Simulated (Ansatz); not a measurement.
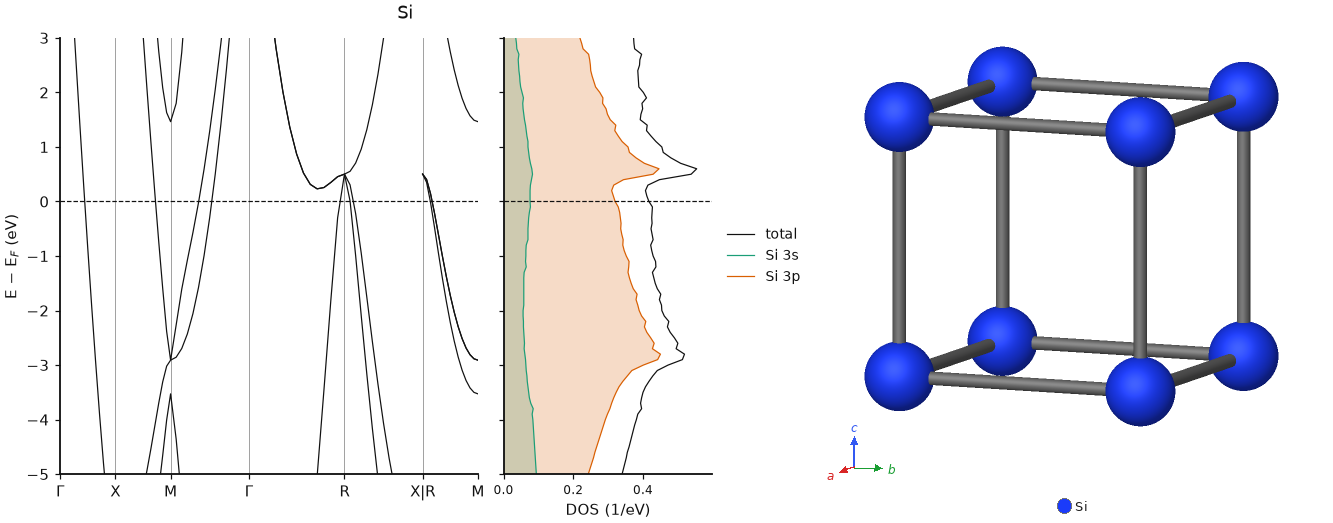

Band structure and density of states, beside the structure. Energies are counted from the Fermi level. The partial curves are projected on Löwdin-orthogonalised atomic shells.

This input was run:

```
crystal:
  lattice:
    - [2.5323304326, 0.0, 0.0]
    - [0.0, 2.5323304326, 0.0]
    - [0.0, 0.0, 2.5323304326]
  atoms:
    - { symbol: Si, position: [0.0, 0.0, 0.0] }
basis:
  ecutwfc: 420
kpoints:
  mp_grid: { grid: [22, 22, 22] }
  band_path:
    path:
      - [[0.0, 0.0, 0.0], [0.0, 0.5, 0.0], [0.5, 0.5, 0.0], [0.0, 0.0, 0.0], [0.5, 0.5, 0.5], [0.0, 0.5, 0.0]]
      - [[0.5, 0.5, 0.5], [0.5, 0.5, 0.0]]
    npoints: 14
hamiltonian:
  xc: pbe
scf:
  occupations: { method: gaussian, width: 0.1 }
  n_extra_bands: 6
output:
  forces: true
  stress: true
  eigenvalues: true
  populations: true
  dos: { projected: true, de: 0.02, nscf_kmesh: { grid: [27, 27, 27] } }
  bader: true
  write_density: true
  write_potential: true
  elf: true
  volumetric_format: npy
```

Run as:
```bash
ansatz run input.yaml --threads 1 --pin off --max-ram 2560MiB --backend cpu --events-out ev --progress --plain --runs-dir out
```

Question: Metal, semiconductor or insulator?

Answer: A metal: 3 bands cross the Fermi level along this path.

Question: Which states dominate at the Fermi level?

Answer: By projected weight, the states within 0.3 eV of the Fermi level are Si 3p (80 %) and Si 3s (20 %).

Question: What is the density of states at the Fermi level?

Answer: The density of states at the Fermi level is about 0.42 per eV and cell (mean within 0.25 eV).

The structure is an invented one, so it need not be a known or stable phase. The starting guess was a poor one.
